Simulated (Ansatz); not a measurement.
**Geometry relaxation, with input and output: SiC**

SiC (P6₃mc, 4 atoms in the cell), computed with DFT PBE, scalar-relativistic, plane waves, PAW, no spin polarisation (Ansatz 0.2.0).

The structure derives from an entry of the Crystallography Open Database. Figures and captions count atoms from 1; the log counts them from 0 in places.

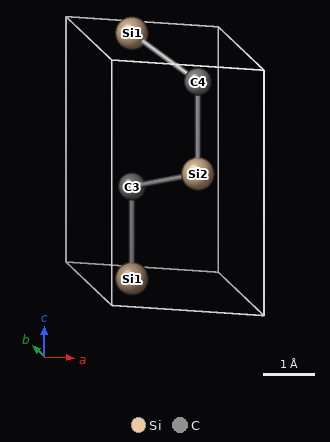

Fig. 1: The starting structure (ball-and-stick view of the cell of the calculation, seen at an oblique angle; atoms are numbered from 1 in the order of the input). Near neighbours in the crystal (not all of them lie inside the picture): Si has 4 C at 1.91 to 1.93 Å; C has 4 Si at 1.91 to 1.93 Å.

Results in brief

- outcome: converged
- space group (tolerance 0.01 Å): P6₃mc (186)
- electrons treated: 16
- free energy: −1774.2853 eV
- Fermi energy: 10.247 eV
- gap on the k-point mesh: 2.35 eV
- pressure: −5.93 GPa
- final volume: 43.27 Å³
- largest force (length of the vector) at the end: 0.006 eV/Å
- final cell: a = 3.122 Å, b = 3.122 Å, c = 5.126 Å, α = 90.00°, β = 90.00°, γ = 120.00°
- hardware: 1 thread of Arm Neoverse V2, 24 GiB of memory available, shared host
- wall time: 11 s
- peak memory: 0.34 GiB

Remarks

The cell is under a tension of 5.9 GPa at this level, so it is not at its equilibrium volume.

Input
```yaml
crystal:
  lattice:
    - [3.1226024417, 0.0, 0.0]
    - [-1.5613012209, 2.7042530404, 0.0]
    - [0.0, 0.0, 5.1240033597]
  atoms:
    - { symbol: Si, position: [0.3333333333, 0.6666666667, 0.0045636683] }
    - { symbol: Si, position: [0.6666666667, 0.3333333333, 0.5045636683] }
    - { symbol: C, position: [0.3333333333, 0.6666666667, 0.3804363317] }
    - { symbol: C, position: [0.6666666667, 0.3333333333, 0.8804363317] }
basis:
  ecutwfc: 420
kpoints:
  mp_grid: { grid: [12, 12, 6] }
hamiltonian:
  xc: pbe
scf:
  occupations: { method: gaussian, width: 0.02 }
output:
  forces: true
  stress: true
  eigenvalues: true
relax:
  adjacent_minimum: "off"
  f_tol: 0.01
  max_steps: 30
  cell: { stress_tol: 0.1, fix: [volume] }
```

Launch command:
```bash
ansatz run input.yaml --threads 1 --pin off --max-ram 2560MiB --backend cpu --events-out ev --progress --plain --runs-dir out
```

The program's output
```
Engine: ansatz 0.2.0, aarch64-unknown-linux-gnu
Pseudopotentials: kind: paw
Pseudopotential: Si, paw, valence charge 4, recommended cutoff 420 eV (normal), Si.paw.azcp
Pseudopotential: C, paw, valence charge 4, recommended cutoff 420 eV (normal), C.paw.azcp
Functional definition: PBE
  parameter kappa = 0.804
  parameter beta = 0.06672455060314922
  exchange = pbe_x(kappa = kappa, mu = beta*pi^2/3)
  correlation = pbe_c(beta = beta)
Crystal: 4 atoms, lattice volume = 43.269 Å³
Basis set: ecut = 420 eV, 833 PW (Γ), exchange–correlation on 48×48×72 points (8 copies of the dense FFT grid, shifted against one another)
Bands: 12, of which v1, the nominal top of the filled ones, is band 8 counted from 1 (7 counted from 0)
Symmetry: 12 space group operations
Space group: P63mc (ITA 186), of the structure as read, at distance tolerance 3.5e-5 Å
k-points: 76 of 864 (time reversal used)
Non-local potential: Si, projectors of the file, l = 0: 2, l = 1: 2, l = 2: 2
Non-local potential: C, projectors of the file, l = 0: 2, l = 1: 2, l = 2: 1
PAW form: soft (Blöchl's): semilocal exchange-correlation on the pseudo side does not see the compensation charge
PAW one-centre angular grid: Si, 110 points (default); XC on 64 Gauss nodes
PAW one-centre angular grid: C, 110 points (default); XC on 64 Gauss nodes
Initial density: superposition of atomic densities (neutral atoms: chi_scale 0, normalization atom), corrected by the library's trained network
Initial wavefunctions: pseudopotential atomic-orbital guess
Functional: x = pbe(κ = 0.804, μ = 0.2195149727645171), c = pbe(β = 0.06672455060314922)
SCF iter   1: F=—  HF=-1774.285591 eV  |F-HF|=—  |Δ(HF+E_count)|=         —  Δρ=2.83e-3  dr2=3.86e-3  ethr=1.77e-3  ⟨swp⟩=5.8  Hψ=6222  notcnv=0
preconditioner: auto → none  [insulator: Δε(μ)=2.328 eV  Ē_g=11.587 eV  σ=0.020 eV  W_gap=1.00  n_scr=2 (ndim 8)  ℏωp=22.6 eV  f_vac=0.000  D(μ)=0.00/eV (n_scr^D=0)  ε∞_Penn≈4.8]
SCF iter   2: F=—  HF=-1774.285267 eV  |F-HF|=—  |Δ(HF+E_count)|=   3.24e-4  Δρ=1.02e-3  dr2=3.15e-4  ethr=2.41e-5  ⟨swp⟩=2.6  Hψ=2418  notcnv=0
SCF iter   3: F=—  HF=-1774.285258 eV  |F-HF|=—  |Δ(HF+E_count)|=   8.87e-6  Δρ=4.10e-4  dr2=3.12e-5  ethr=1.97e-6  ⟨swp⟩=2.0  Hψ=1400  notcnv=0
SCF iter   4: F=—  HF=-1774.285252 eV  |F-HF|=—  |Δ(HF+E_count)|=   6.22e-6  Δρ=6.46e-5  dr2=8.83e-7  ethr=1.95e-7  ⟨swp⟩=2.5  Hψ=1513  notcnv=0
iter 5 did not close the SCF: its close was put off for the readings that it lacked (scf_convergence_deferred on its scf_iter line)
SCF iter   5: F=-1774.285253 eV  HF=-1774.285253 eV  |F-HF|=1.11e-8  |Δ(HF+E_count)|=   1.41e-6  Δρ=5.05e-6  dr2=4.55e-9  ethr=5.52e-9  ⟨swp⟩=2.0  Hψ=1475  notcnv=0
SCF iter   6: F=-1774.285253 eV  HF=-1774.285253 eV  |F-HF|=2.00e-10  |Δ(HF+E_count)|=   1.28e-8  Δρ=9.37e-7  dr2=2.66e-10  ethr=2.84e-11  ⟨swp⟩=1.8  Hψ=2852  notcnv=0
SCF 1 converged in 6 iterations: F = -1774.285253 eV  dr2 = 2.66e-10
  greatest PAW one-centre occupation: 0.640 electrons in one spin orbital (limit 2), on the C atom at site 3 (counted from 0), in its partial waves of l = 0
relax step   1: F+E_penalty+E_count = -1774.28525297 eV  Δ(F+E_penalty+E_count) = +0.000e0 eV  max|allowed force component| = 3.099e-3 eV/Å  Δτ_max = 0.0000 Å  P = -5.936 GPa  Ω = 43.269 Å³  fix = [volume]  reactions: volume -5.936 GPa  (6 SCF iters, dr2 threshold 1.00e-7 eV, accepted)
Initial density: handed on by an earlier stage of this run
Initial wavefunctions: those handed on with the density
iter 1 solved again at ethr=5.27e-9 eV; its pass at ethr=3.10e-3 eV (dr2=8.43e-7 eV) is discarded
SCF iter   1: F=—  HF=-1774.285312 eV  |F-HF|=—  |Δ(HF+E_count)|=         —  Δρ=6.04e-5  dr2=1.21e-6  ethr=5.27e-9  ⟨swp⟩=2.1  Hψ=6228  notcnv=0
preconditioner: auto → none  [insulator: Δε(μ)=2.355 eV  Ē_g=11.599 eV  σ=0.020 eV  W_gap=1.00  n_scr=2 (ndim 8)  ℏωp=22.6 eV  f_vac=0.000  D(μ)=0.00/eV (n_scr^D=0)  ε∞_Penn≈4.8]
SCF iter   2: F=—  HF=-1774.285257 eV  |F-HF|=—  |Δ(HF+E_count)|=   5.53e-5  Δρ=2.51e-5  dr2=1.44e-7  ethr=5.27e-9  ⟨swp⟩=2.2  Hψ=1519  notcnv=0
SCF iter   3: F=-1774.285257 eV  HF=-1774.285257 eV  |F-HF|=1.72e-9  |Δ(HF+E_count)|=   1.64e-8  Δρ=4.19e-6  dr2=2.11e-9  ethr=2.54e-10  ⟨swp⟩=4.2  Hψ=3065  notcnv=0
SCF 2 converged in 3 iterations: F = -1774.285257 eV  dr2 = 2.11e-9
relax step   2: F+E_penalty+E_count = -1774.28525674 eV  Δ(F+E_penalty+E_count) = -3.765e-6 eV  max|allowed force component| = 5.774e-3 eV/Å  Δτ_max = 0.0002 Å  P = -5.935 GPa  Ω = 43.269 Å³  energy of the carried Pulay correction = -4.096e-7 eV  fix = [volume]  reactions: volume -5.935 GPa  (3 SCF iters, dr2 threshold 4.07e-8 eV, accepted)
Initial wavefunctions: pseudopotential atomic-orbital guess (no wavefunctions were taken with the density)
iter 1 solved again at ethr=5.48e-8 eV; its pass at ethr=3.10e-3 eV (dr2=8.76e-6 eV) is discarded
SCF iter   1: F=—  HF=-1774.285308 eV  |F-HF|=—  |Δ(HF+E_count)|=         —  Δρ=6.01e-6  dr2=5.70e-9  ethr=5.48e-8  ⟨swp⟩=3.2  Hψ=8814  notcnv=0
SCF iter   2: F=—  HF=-1774.285255 eV  |F-HF|=—  |Δ(HF+E_count)|=   5.31e-5  Δρ=3.64e-6  dr2=2.68e-9  ethr=3.56e-11  ⟨swp⟩=3.1  Hψ=1999  notcnv=0
SCF iter   3: F=—  HF=-1774.285255 eV  |F-HF|=—  |Δ(HF+E_count)|=  2.82e-11  Δρ=2.28e-6  dr2=7.84e-10  ethr=1.67e-11  ⟨swp⟩=2.0  Hψ=1373  notcnv=0
SCF iter   4: F=-1774.285255 eV  HF=-1774.285255 eV  |F-HF|=8.30e-11  |Δ(HF+E_count)|=  3.65e-10  Δρ=5.74e-7  dr2=1.33e-10  ethr=1.00e-12  ⟨swp⟩=3.0  Hψ=3576  notcnv=0
SCF 3 converged in 4 iterations: F = -1774.285255 eV  dr2 = 1.33e-10
relax step   3: F+E_penalty+E_count = -1774.28525483 eV  Δ(F+E_penalty+E_count) = +1.913e-6 eV  max|allowed force component| = 5.761e-3 eV/Å  Δτ_max = 0.0000 Å  P = -5.935 GPa  Ω = 43.269 Å³  fix = [volume]  reactions: volume -5.935 GPa  stress off target by 9.70e-3 GPa on what of the cell is left free  SCF on the basis re-selected at this cell (its energy is not comparable with the rows above)  (4 SCF iters)
```

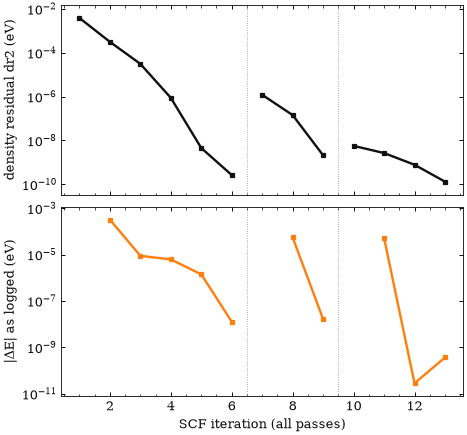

Fig. 2: Convergence of the self-consistent field: density residual dr2 and size of the energy change against the SCF iteration. The dotted lines part the SCF passes of the relaxation: geometry steps, rejected trials and re-solves on a re-selected basis. The passes take 6, 3 and 4 iterations.

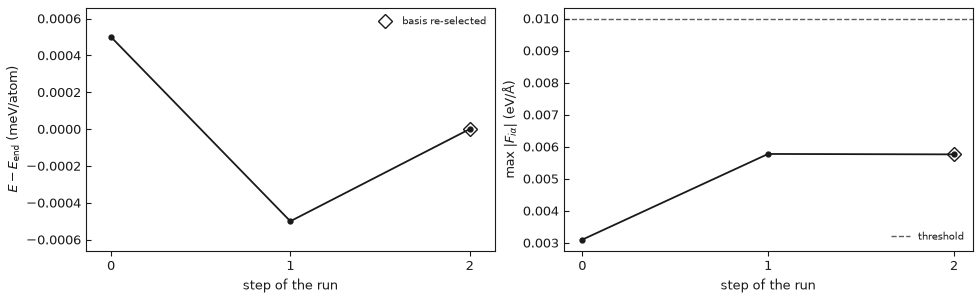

Fig. 3: Progress of the relaxation, step by step (the first geometry is step 0 here and step 1 in the log). Over 1 geometry step the energy falls by next to nothing (0.0 meV per atom). Largest force component: 0.0031 eV/Å at the start, 0.0058 eV/Å at the end. The pressure goes from −5.94 to −5.93 GPa. No atom moves by more than 0.005 Å relative to the cell. The space group stays P6_3mc (No. 186). A last SCF at the same geometry on a re-selected plane-wave basis shifts the energy by +0.0 meV per atom. (Atoms are counted from 1 in the order of the input.)

```
basis re-selected at this cell: Δ(F+E_penalty+E_count) = +1.913e-6 eV, ΔP = +0.000 GPa vs the last step (what re-selecting the basis moved, of the pressure what is left beyond the Pulay correction that the steps carried, after the strain that the cell walked since its last selection, with what the two solves' SCF thresholds leave and, on support functions, any second-order correction that the steps lacked; it is no measure of the basis error at this ecutwfc). This SCF's stress stands 9.70e-3 GPa from its target on what of the cell is left free (relax.cell.stress_tol is 1.00e-1 GPa) and its largest allowed force component is 5.76e-3 eV/Å (relax.f_tol is 1.00e-2 eV/Å): within both
SCF converged after 4 iterations
Free energy (F): -1774.285255 eV
Harris-Foulkes:  -1774.285255 eV  (|F-HF|=8.30e-11)
Internal energy: -1774.285255 eV  (E = F + TS)
E sigma→0 (E₀):  -1774.285255 eV
Fermi energy:    10.246538 eV
--- Per-component energies (eV) ---
  E_band       = 50.473901
  E_kinetic    = 266.845583
  E_local      = -216.003298  (includes V_loc(G=0)·N_el)
  E_nonlocal   = 102.583159
  E_hartree    = 65.909939
  E_xc         = -209.502877
  E_vxc        = -216.783177  (∫ρ·V_xc dr)
  E_paw        = -1223.754121  (= ΣΔE_a)
  E_vpaw       = -17.988418  (= ΣTr[D̂ρ^β])
  E_aug_tail   = 0.000023  (compensation charges beyond the density's cutoff)
  E_ewald      = -560.363663
  E_smearing   = -0.000000  (= −TS)
  E_closure    = 0.000000  (closes the sum)
  Σ components = -1774.285255   (vs F -1774.285255, Δ=0.00e0)
--- Forces (eV/Å), atoms counted from 1 ---
  atom   1  Si    -0.00000000    -0.00000000    -0.00576030
  atom   2  Si     0.00000000     0.00000000    -0.00576030
  atom   3  C      0.00000000    -0.00000000     0.00576187
  atom   4  C      0.00000000     0.00000000     0.00576187
  max |Σ_I F_I| component: 3.14e-6 eV/Å
--- Stress (GPa, compression-positive) ---
       -5.929719      -0.000000       0.000000
        0.000000      -5.929719       0.000000
        0.000000       0.000000      -5.944276
  P = ⅓ Tr σ = -5.9346 GPa (-59.346 kbar)
--- Band table (eV; the first three rows and the last of 76) ---
  k-point 0: bands = ["-6.1447", "-2.7452", "0.6245", "7.7770", "7.7770", "8.9590", "9.0691", "9.0691", "13.4998", "14.7773", "15.4789", "15.4789"]
  k-point 1: bands = ["-6.0138", "-3.2503", "1.3440", "7.8510", "7.8510", "8.2237", "8.9677", "8.9677", "13.6243", "15.3245", "15.5335", "15.5335"]
  k-point 2: bands = ["-5.6252", "-4.1598", "2.8824", "6.5934", "8.0615", "8.0615", "8.7031", "8.7031", "13.9920", "15.3157", "15.7492", "15.7492"]
  k-point 75: bands = ["-1.5621", "-1.5621", "1.4584", "1.4584", "3.6549", "3.6549", "7.3585", "7.3585", "13.9161", "13.9161", "15.0040", "15.0040"]
--- Relaxed structure (2 steps of the walk, 2 accepted, 1 SCFs on fresh bases) ---
  F+E_penalty+E_count = -1774.28525483 eV   max|allowed force component| = 5.761e-3 eV/Å   (the final SCF, on the basis selected at the relaxed cell)
  cell:  # Å, volume = 43.2687 Å³
    - [3.122109639193016, 2.8862975709572832e-11, 7.137642574991721e-36]
    - [-1.561054819621504, 2.7038262609269883, 5.7032484019327284e-36]
    - [1.1712443456103282e-35, 1.7568665184154925e-35, 5.125621061309595]
  atoms:
    - { symbol: Si, position: [0.3333333333333333, 0.6666666666666667, 0.004600022281283714] }
    - { symbol: Si, position: [0.6666666666666666, 0.3333333333333333, 0.5046000222812838] }
    - { symbol: C, position: [0.3333333333333333, 0.6666666666666667, 0.3803999777187163] }
    - { symbol: C, position: [0.6666666666666666, 0.3333333333333333, 0.8803999777187163] }
```

Trajectory as extended XYZ (Å, eV, eV/Å), 3 frames, from step=1 to step=3
```
4
Lattice="3.1226 0.0000 0.0000 -1.5613 2.7043 0.0000 0.0000 0.0000 5.1240" Properties=species:S:1:pos:R:3:forces:R:3 step=1 energy=-1774.28525 pressure_GPa=-5.94
Si    0.0000    1.8028    0.0234    0.0000   0.0000  -0.0031
Si    1.5613    0.9014    2.5854    0.0000   0.0000  -0.0031
C     0.0000    1.8028    1.9494    0.0000   0.0000   0.0031
C     1.5613    0.9014    4.5114    0.0000   0.0000   0.0031
4
Lattice="3.1221 0.0000 0.0000 -1.5611 2.7038 0.0000 0.0000 0.0000 5.1256" Properties=species:S:1:pos:R:3:forces:R:3 step=2 energy=-1774.28526 pressure_GPa=-5.93
Si    0.0000    1.8026    0.0236    0.0000   0.0000  -0.0058
Si    1.5611    0.9013    2.5864    0.0000   0.0000  -0.0058
C     0.0000    1.8026    1.9498    0.0000   0.0000   0.0058
C     1.5611    0.9013    4.5126    0.0000   0.0000   0.0058
4
Lattice="3.1221 0.0000 0.0000 -1.5611 2.7038 0.0000 0.0000 0.0000 5.1256" Properties=species:S:1:pos:R:3:forces:R:3 step=3 energy=-1774.28526 pressure_GPa=-5.93
Si    0.0000    1.8026    0.0236    0.0000   0.0000  -0.0058
Si    1.5611    0.9013    2.5864    0.0000   0.0000  -0.0058
C     0.0000    1.8026    1.9498    0.0000   0.0000   0.0058
C     1.5611    0.9013    4.5126    0.0000   0.0000   0.0058
```

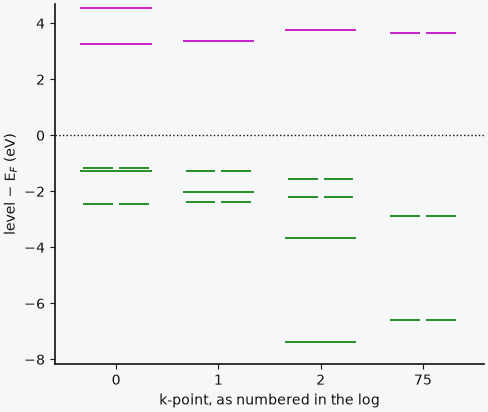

Fig. 4: Kohn–Sham levels near the Fermi level (dotted) at the few k-points that the log prints; levels within 0.02 eV of each other stand side by side. Among these points the highest filled and lowest empty levels are 4.43 eV apart; the gap on the full mesh, 2.35 eV, has an edge at a point that isn't printed.
